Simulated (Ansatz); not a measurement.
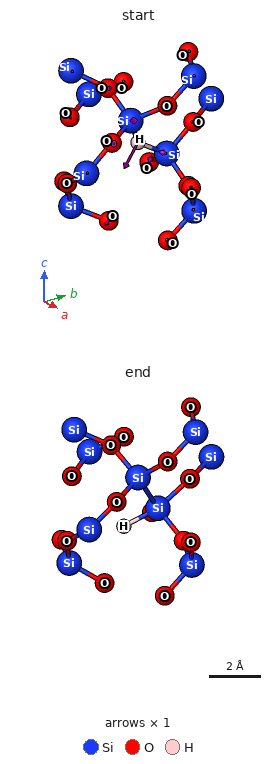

The structure of a defect cell of composition Si$_{24}$O$_{47}$H (cell charge −1) before (top) and after (bottom) a relaxation, at one scale. The purple arrows give the displacements, at their true length.

A ball-and-stick model of the atoms within 4.2 Å of the atom that moves most (axes of the cell of the calculation, reduced to other axes (origin shifted)), seen slightly off an axis. Lengths and directions refer to the drawn axes.

The calculation used DFT, PBEsol, PAW, plane waves in Ansatz 0.2.0. Set-up: plane-wave cutoff 420 eV; k-point mesh 1 × 1 × 1; mesh shifted by (0.25, 0.25, 0.25); no spin polarisation; atoms relaxed in a fixed cell; force threshold 0.03 eV/Å; at most 80 steps.

> Summarise the run.

After 25 geometry steps the energy has fallen by 3.977 eV per cell of the calculation. The largest force component goes from 4.2 to 0.021 eV/Å. The H atom moves most: 1.43 Å roughly along [−2 −1 −2]. By element the largest moves are H 1.43 Å, O 0.43 Å, Si 0.41 Å. The lattice vectors keep their values. Near-neighbour distances that change, for instance: H–Si 1.608 → 2.702 Å, Si–Si 3.091 → 2.466 Å, O–Si 1.545 → 1.722 Å, O–Si 1.636 → 1.751 Å. New bonds form, among them: Si–Si (3.09 → 2.47 Å). Bonds break, among them: H–Si (1.61 → 2.70 Å). Among the angles between lasting bonds that change: O–Si–H 107.7° → 165.1°, O–Si–O 111.9° → 89.6°, O–Si–H 109.0° → 87.6°.

Limits of the set-up: the cell is charged, on a uniform background, and energies carry no finite-size correction.
